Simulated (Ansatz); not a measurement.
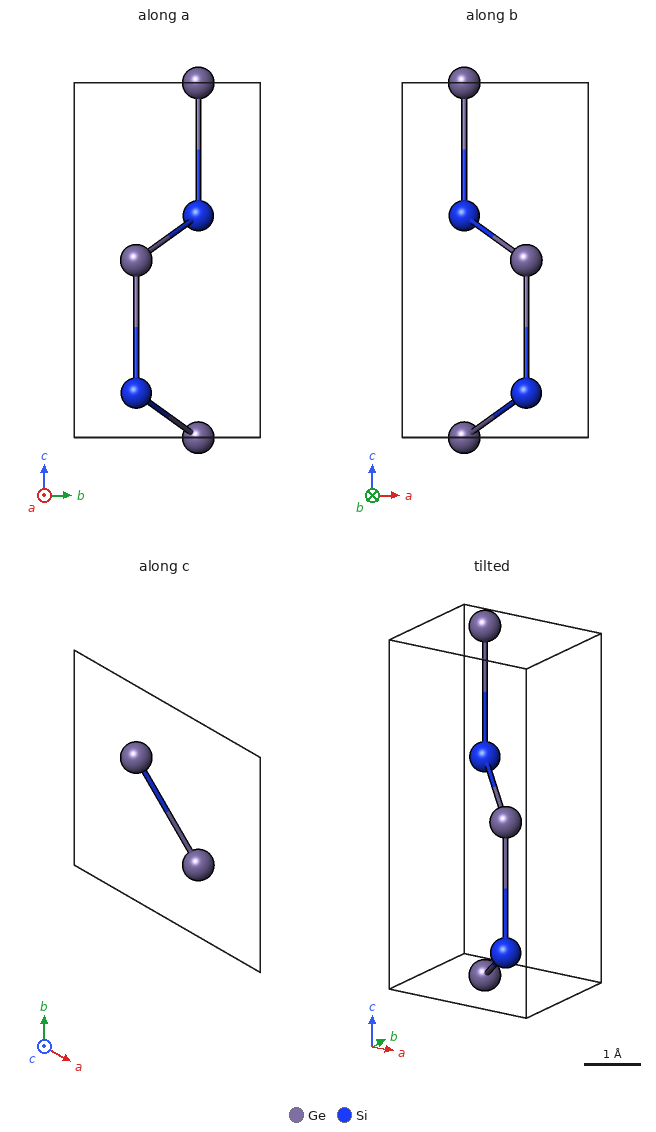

Crystal structure, ball-and-stick style, seen along the a axis, along the b axis, along the c axis and slightly off an axis. The conventional unit cell is outlined; an atom on or near a face, edge or corner is repeated at each equivalent position.

Lattice parameters: a = 3.9064 Å, b = 3.9064 Å, c = 6.4478 Å, α = 90.000°, β = 90.000°, γ = 120.000°.

> Record the structure as a CIF in P1 with every atom of the cell.

```cif
data_structure
_symmetry_space_group_name_H-M 'P 1'
_symmetry_Int_Tables_number 1
_cell_length_a 3.9064
_cell_length_b 3.9064
_cell_length_c 6.4478
_cell_angle_alpha 90.000
_cell_angle_beta 90.000
_cell_angle_gamma 120.000
_cell_volume 85.21
loop_
_atom_site_label
_atom_site_type_symbol
_atom_site_fract_x
_atom_site_fract_y
_atom_site_fract_z
_atom_site_occupancy
Ge1 Ge 0.3333 0.6667 0.9996 1
Ge2 Ge 0.6667 0.3333 0.4996 1
Si1 Si 0.3333 0.6667 0.6254 1
Si2 Si 0.6667 0.3333 0.1254 1
```

Origin of the cell: a structure type filled with these elements by a generator (whether the compound takes this form wasn't checked). Earlier steps of the study, as a rule a relaxation of our own, may have changed the cell and positions, so they can lie some per cent off the listed ones. A calculation with Ansatz used it as input.

At this level of theory the run's own cell isn't at rest (forces up to 2.2 eV/Å), so its distances can differ from those at equilibrium, the more so the softer the solid.
